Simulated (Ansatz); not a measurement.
# BaTiO3: what the fields show

```
Ba Ti O
1.0
     3.87544   -2.74036   -2.74036
     0.00000    2.74032   -2.74032
     3.87544    2.74036    2.74036
Ba Ti O
2 2 6
Direct
  0.00037 0.00076 0.99963
  0.50037 0.00076 0.49963
  0.00036 0.50078 0.49964
  0.50036 0.50078 0.99964
  0.75039 0.50075 0.24961
  0.25039 0.50075 0.74961
  0.00038 0.00075 0.49962
  0.50038 0.00075 0.99962
  0.75039 0.50074 0.74961
  0.25039 0.50074 0.24961
```

Space group Pm-3m; computed pressure about 20 GPa in this cell; computed without spin polarisation.

Method: DFT, PAW plane waves, r2SCAN (Ansatz).

Core electrons are frozen (PAW), and the valence fields are smoothed inside the atomic spheres.

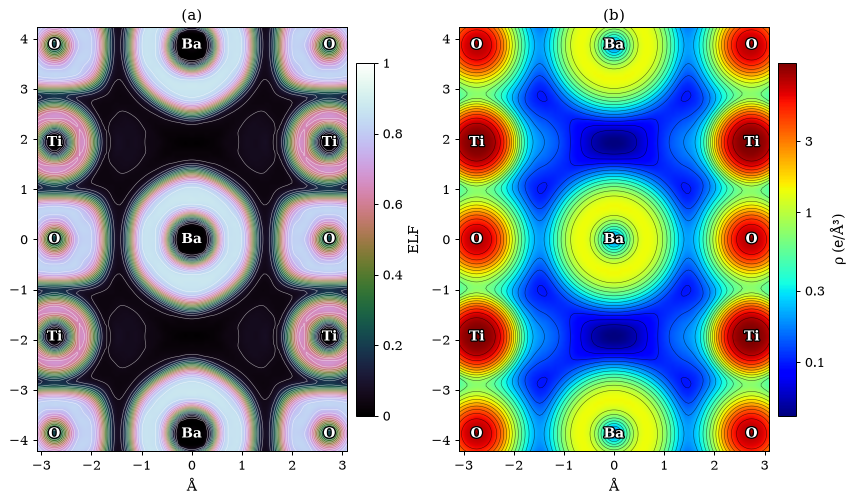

Figure 1. (a) electron localisation function; (b) valence electron density on the (001) plane of the calculation cell with its axes reversed.

Interpret the plot.

- The section cuts through Ba, Ti and O sites.
- Ti–O (1.94 Å): ρ is about 0.73 e/Å³ halfway; the ELF peaks at about 0.85 in the valence shell of O, 0.6 Å from its nucleus, and is about 0.20 at the midpoint: no shared electron pair shows on this line.
- Ba–O (2.74 Å): ρ at the midpoint is about 0.23 e/Å³; the ELF is about 0.15 at the midpoint (a largely ionic contact).
- Between the atoms the lowest density in this plane is 0.04 e/Å³.
- The features right at Ba and Ti lie inside the PAW spheres, where the map follows smoothed inner orbitals and isn't to be read closely.

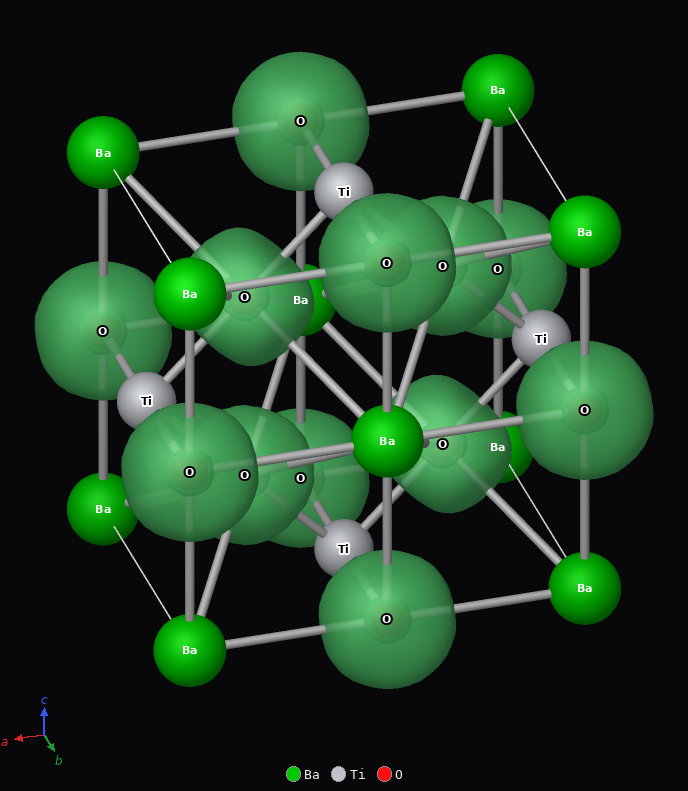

Figure 2. Isosurface of the electron localisation function at 0.65 (green), seen at an oblique angle. Only the valence region is drawn (cores and ρ < 0.01 e/Å³ removed). Sticks mark near contacts.

Where are the electrons localised?

At this value the surface marks out six regions wrapped around O (the valence shell of each), counted in one cell of 10 atoms. Regions shared between cells count once.
